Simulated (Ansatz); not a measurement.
**LaAlO3: relaxation by PAW and LAPW**

Where does LaAlO3 settle (cell and atoms relaxed from the given volume), by PAW and LAPW? Both runs start alike, so that frozen cores can be judged against all electrons.

Method: DFT PBE, scalar-relativistic, in Ansatz 0.2.0.

**1. The starting structure**

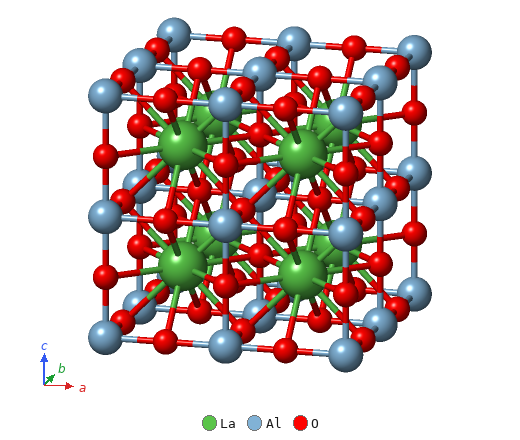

Start, viewed slightly off an axis; lanthanum green, aluminium light blue, oxygen red. 2×2×2 cells are drawn. Atoms on the faces are drawn again on the opposite ones.

As a file:

```cif
data_structure
_symmetry_space_group_name_H-M 'P 1'
_symmetry_Int_Tables_number 1
_cell_length_a 3.8159
_cell_length_b 3.8159
_cell_length_c 3.8159
_cell_angle_alpha 90.000
_cell_angle_beta 90.000
_cell_angle_gamma 90.000
_cell_volume 55.56
loop_
_atom_site_label
_atom_site_type_symbol
_atom_site_fract_x
_atom_site_fract_y
_atom_site_fract_z
_atom_site_occupancy
La1 La 0.50000 0.50000 0.50000 1
Al1 Al 0.00000 0.00000 0.00000 1
O1 O 0.50000 0.00000 0.00000 1
O2 O 0.00000 0.50000 0.00000 1
O3 O 0.00000 0.00000 0.50000 1
```

The geometry is a database entry used as it stands. It may stem from high pressure or temperature, or be incomplete, so it serves as a test cell.

Atoms are numbered in the order of the input: La1, Al2, O3, O4, O5.

**2. PAW with frozen cores**

The input, input.yaml:

```yaml
crystal:
  lattice:
    - [3.81593, 0.0, 0.0]
    - [0.0, 3.81593, 0.0]
    - [0.0, 0.0, 3.81593]
  atoms:
    - { symbol: La, position: [0.5, 0.5, 0.5] }
    - { symbol: Al, position: [0.0, 0.0, 0.0] }
    - { symbol: O, position: [0.5, 0.0, 0.0] }
    - { symbol: O, position: [0.0, 0.5, 0.0] }
    - { symbol: O, position: [0.0, 0.0, 0.5] }
kpoints:
  mp_grid: { grid: [6, 6, 6] }
scf:
  occupations: { method: fermi_dirac, width: 0.02 }
hamiltonian:
  xc: pbe
  pseudopotentials: { kind: paw }
output:
  forces: true
  stress: true
  efg: { contact_densities: true }
  write_density: true
  write_potential: true
  elf: true
  volumetric_format: npy
relax:
  f_tol: 0.005
  max_steps: 80
  cell: {}
```

The run is started by

```console
> ansatz run input.yaml --threads 2 --pin off --max-ram 8192MiB --backend cpu --events-out ev --progress --plain --runs-dir out
```

Output, cut to the lines that bear on the results:

```text
La: output.efg is read without spin–orbit coupling, which moves field gradients at and beside such atoms by some per cent and up to a factor of two; PAW files take it under magnetization.noncollinear and magnetization.spin_orbit
[...]
Pseudopotentials: kind: paw
Pseudopotential: La, paw, valence charge 11, recommended cutoff 420 eV (normal)
Pseudopotential: Al, paw, valence charge 3, recommended cutoff 420 eV (normal)
Pseudopotential: O, paw, valence charge 6, recommended cutoff 420 eV (normal)
Functional definition: PBE
[...]
Crystal: 5 atoms, lattice volume = 55.565 Å³
Basis set: ecut = 420 eV, 1045 PW (Γ), exchange–correlation on 54×54×54 points (8 copies of the dense FFT grid, shifted against one another)
Bands: 21, of which v1, the nominal top of the filled ones, is band 16 counted from 1 (15 counted from 0)
Symmetry: 48 space group operations
Space group: Pm-3m (ITA 221), of the structure as read, at distance tolerance 3.8e-5 Å
k-points: 20 of 216
[...]
SCF iter   1: F=—  HF=-8498.828047 eV  |F-HF|=—  |Δ(HF+E_count)|=         —  Δρ=1.40e-3  dr2=2.81e-4  ethr=1.77e-3  ⟨swp⟩=4.7  Hψ=1903  notcnv=0
[...]
relax step   1: F+E_penalty+E_count = -8498.82796043 eV  Δ(F+E_penalty+E_count) = +0.000e0 eV  max|allowed force component| = 4.023e-29 eV/Å  Δτ_max = 0.0000 Å  P = -0.524 GPa  Ω = 55.565 Å³  (6 SCF iters, dr2 threshold 1.00e-7 eV, accepted)
[...]
            electrostatic potential = -9878.330619 V   contact ρ = 2247066.389139 e/Å³
  atom   2  Al V_zz =    +0.000000   η = 0.0000   by run symmetry: forbidden
            electrostatic potential = -1235.755104 V   contact ρ = 10077.970280 e/Å³
  atom   3  O  V_zz =    +1.883804   η = 0.0000   by run symmetry: allowed
            electrostatic potential = -629.751692 V   contact ρ = 2155.776178 e/Å³
[...]
            electrostatic potential = -629.751692 V   contact ρ = 2155.776178 e/Å³
[...]
            electrostatic potential = -629.751692 V   contact ρ = 2155.776178 e/Å³
--- Band table (eV; the first three rows and the last of 20) ---
  k-point 0: bands = ["-19.2830", "-6.8053", "-4.8085", "-4.8085", "-2.8356", "-2.8356", "-2.8356", "6.8784", "6.8784", "6.8784", "9.8072", "9.8072", "9.8072", "11.0784", "11.0784", "11.0784", "14.7048", "14.7048", "15.6856", "15.9112", "15.9112"]
[...]
--- Relaxed structure (3 steps of the walk, 3 accepted, 1 SCFs on fresh bases) ---
  F+E_penalty+E_count = -8498.82863845 eV   max|allowed force component| = 8.020e-31 eV/Å   (the final SCF, on the basis selected at the relaxed cell)
  cell:  # Å, volume = 55.4184 Å³
    - [3.8125719205137982, 2.407412430484045e-34, 0.0]
    - [2.728400754548584e-34, 3.8125719205137982, 0.0]
    - [0.0, 0.0, 3.8125719205137982]
  atoms:
    - { symbol: La, position: [0.5, 0.5, 0.5] }
    - { symbol: Al, position: [-1.5351531380745187e-35, 6.413995987844962e-36, 4.205899008400256e-37] }
    - { symbol: O, position: [0.5, 1.1566222273202595e-36, -1.0514747521144085e-37] }
    - { symbol: O, position: [7.255175789563508e-36, 0.5, -1.0514747521335346e-37] }
    - { symbol: O, position: [-4.311046483618009e-36, -2.5235394050574626e-36, 0.5] }
```

Wall time 5.2 s (2 threads of Arm Neoverse V2, shared host); peak memory 0.43 GiB.

Step by step:

```tsv
step	energy from step 1 (eV/cell)	largest force component (eV/Å)	pressure (GPa)	volume (Å³)
1	0.0000	0.0000	-0.52	55.56
2	-0.0007	0.0000	-0.11	55.45
3	-0.0009	0.0000	0.00	55.42
4	-0.0007	0.0000	-0.02	55.42
```

Step 1 is the start. Step 4 repeats the geometry before on a plane-wave basis chosen anew for that cell, so the energy can jump there without any move; such jumps are left out of the energy gained.

| input's cell | before | after | change |
| --- | --- | --- | --- |
| a (Å) | 3.816 | 3.813 | -0.1 % |
| b (Å) | 3.816 | 3.813 | -0.1 % |
| c (Å) | 3.816 | 3.813 | -0.1 % |
| volume (Å³/atom) | 11.11 | 11.08 | -0.3 % |

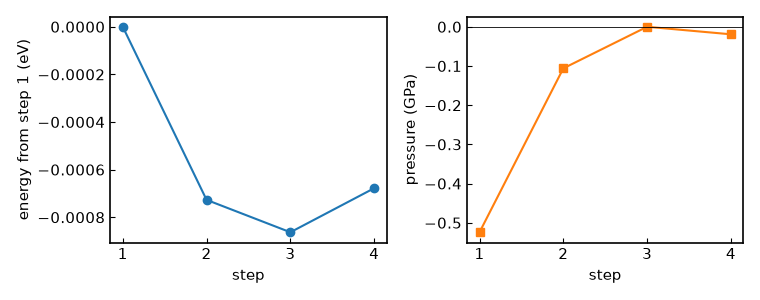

Energy and pressure along the PAW relaxation.

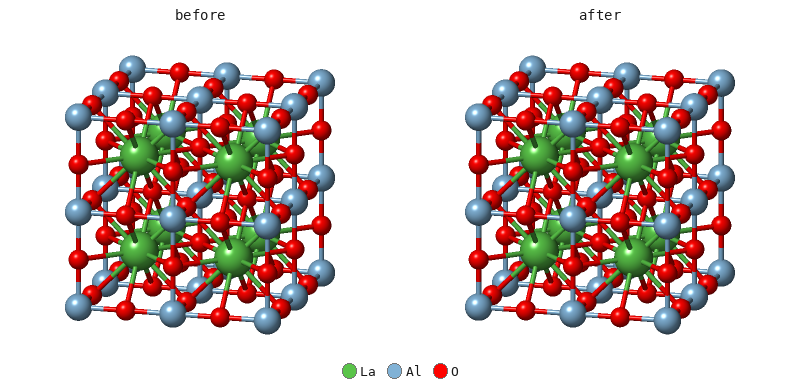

Start (left) and end (right) at the same scale.

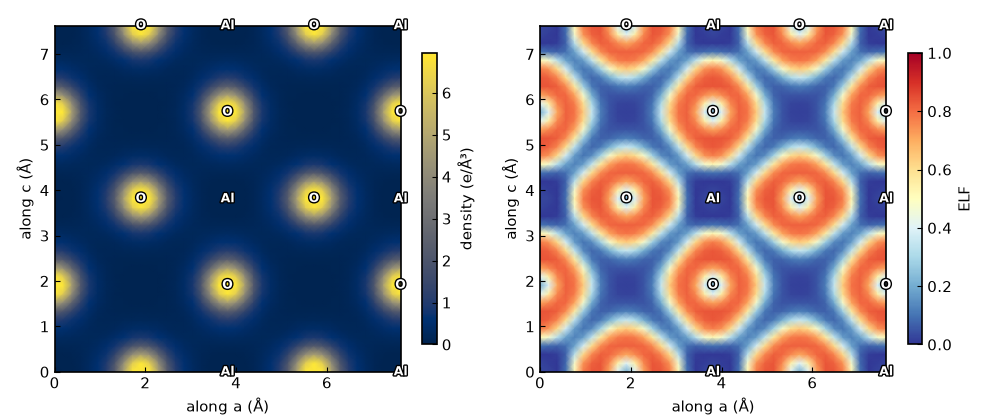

Density (left) and ELF (right) in the ac plane at y = 0.000 (fractional), which holds Al and O. Only atoms in the plane are labelled; the density scale stops at 6.95 e/Å³. Both are smooth PAW fields of the valence electrons: close to the nuclei they are not physical.

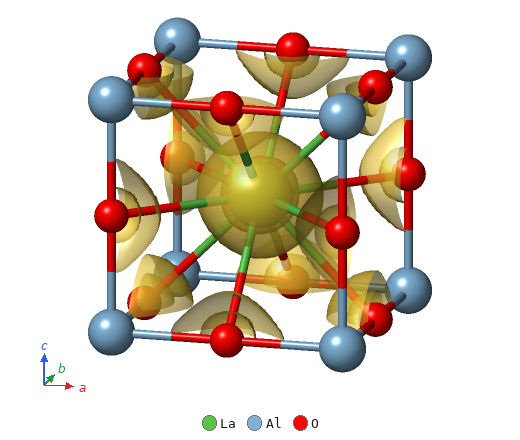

Surface of ELF = 0.78, a little under the main maxima, drawn in one cell.

Maxima of ELF outside the ion cores: 0.84 in the shell around O, 0.6 Å from O.

**3. Full-potential LAPW**

Changes to input.yaml since step 2:

```diff
@@ -17,3 +17,3 @@
   xc: pbe
-  pseudopotentials: { kind: paw }
+  pseudopotentials: { kind: all_electron, lapw: { basis_error: 0.001 } }
 output:
@@ -21,7 +21,2 @@
   stress: true
-  efg: { contact_densities: true }
-  write_density: true
-  write_potential: true
-  elf: true
-  volumetric_format: npy
 relax:
```

The run is started by

```console
> ansatz run input.yaml --threads 2 --pin off --max-ram 8192MiB --backend cpu --events-out ev --progress --plain --runs-dir out
```

Output, cut to the lines that bear on the results:

```text
[...]
LAPW: plane waves up to 10.420 Å⁻¹, error target 1.0e-3 eV per atom; small_component_spin mean_spin; O in spheres of 0.902 Å, 8 of its electrons in bands, Dirac shells []; Al in spheres of 0.948 Å, 11 of its electrons in bands, Dirac shells []; La in spheres of 1.118 Å, 29 of its [...]
Pseudopotentials: kind: all_electron
Pseudopotential: La, LAPW, valence charge 29, Koelling and Harmon's equation, gaussian nucleus
Pseudopotential: Al, LAPW, valence charge 11, Koelling and Harmon's equation, gaussian nucleus
Pseudopotential: O, LAPW, valence charge 8, Koelling and Harmon's equation, gaussian nucleus
[... 1 set-up line as earlier in the session ...]
[...]
Crystal: 5 atoms, lattice volume = 55.565 Å³
Basis set: ecut = 413.64212264000986 eV, 1045 PW (Γ), exchange–correlation at level 2
Bands: 39, of which v1, the nominal top of the filled ones, is band 32 counted from 1 (31 counted from 0)
[...]
--- Stress (GPa, compression-positive) ---
        0.002320      -0.000000       0.000000
       -0.000000       0.002320      -0.000000
        0.000000      -0.000000       0.002320
  P = ⅓ Tr σ = 0.0023 GPa (0.023 kbar)
--- Relaxed structure (3 steps of the walk, 3 accepted, 1 SCFs on fresh bases) ---
  F+E_penalty+E_count = -243869.79485533 eV   max|allowed force component| = 8.875e-31 eV/Å   (the final SCF, on the basis selected at the relaxed cell)
  cell:  # Å, volume = 55.4214 Å³
    - [3.812639993725195, 1.7654357823549661e-34, 0.0]
    - [1.7654357823549661e-34, 3.812639993725195, -2.527783052008247e-34]
    - [0.0, -2.527783052008247e-34, 3.812639993725195]
  atoms:
    - { symbol: La, position: [0.5, 0.5, 0.5] }
    - { symbol: Al, position: [-2.1029495042135737e-35, 4.20589900842818e-36, 2.208096979425244e-36] }
    - { symbol: O, position: [0.5, -3.6801616323694e-36, 1.156622227318008e-36] }
    - { symbol: O, position: [3.154424256331175e-36, 0.5, -4.205899008416503e-37] }
    - { symbol: O, position: [4.731636384491314e-36, -1.5772121281587506e-36, 0.5] }
```

Run time: 23 s. Hardware: 2 threads of Arm Neoverse V2, shared host; peak memory 0.43 GiB.

The steps of the relaxation:

```tsv
step	energy from step 1 (eV/cell)	largest force component (eV/Å)	pressure (GPa)	volume (Å³)
1	0.0000	0.0000	-0.49	55.56
2	-0.0002	0.0000	-0.12	55.46
3	-0.0002	0.0000	0.00	55.42
4	-0.0002	0.0000	0.00	55.42
```

Step 1 is the start. Step 4 repeats the geometry before on a plane-wave basis chosen anew for that cell, so the energy can jump there without any move; such jumps are left out of the energy gained.

| input's cell | before | after | change |
| --- | --- | --- | --- |
| a (Å) | 3.816 | 3.813 | -0.1 % |
| b (Å) | 3.816 | 3.813 | -0.1 % |
| c (Å) | 3.816 | 3.813 | -0.1 % |
| volume (Å³/atom) | 11.11 | 11.08 | -0.3 % |

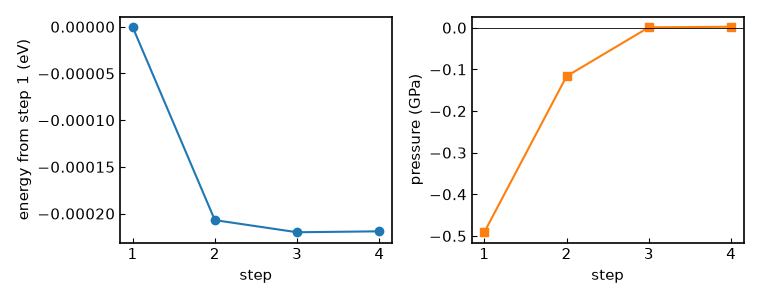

Energy and pressure along the LAPW relaxation.

**4. Results**

| quantity | value |
| --- | --- |
| PAW: cell | a = 3.813 Å, b = 3.813 Å, c = 3.813 Å, α = 90.00°, β = 90.00°, γ = 90.00° |
| PAW: volume | 11.084 Å³/atom |
| PAW: energy gained | 0.2 meV/atom |
| PAW: accepted moves | 2 |
| PAW: space group | Pm-3m → Pm-3m |
| LAPW: cell | a = 3.813 Å, b = 3.813 Å, c = 3.813 Å, α = 90.00°, β = 90.00°, γ = 90.00° |
| LAPW: volume | 11.084 Å³/atom |
| LAPW: energy gained | 0.0 meV/atom |
| LAPW: accepted moves | 2 |
| LAPW: space group | Pm-3m → Pm-3m |

By PAW the volume changes by -0.3 % in 2 moves, and the energy falls by 0.2 meV/atom. PAW's final volume lies less than 0.01 % from LAPW's, and its energy gain differs from LAPW's by +0.1 meV/atom. LAPW took about 4 times as long as PAW (23 s against 5.2 s, on a shared host and with the outputs that each input asks for).
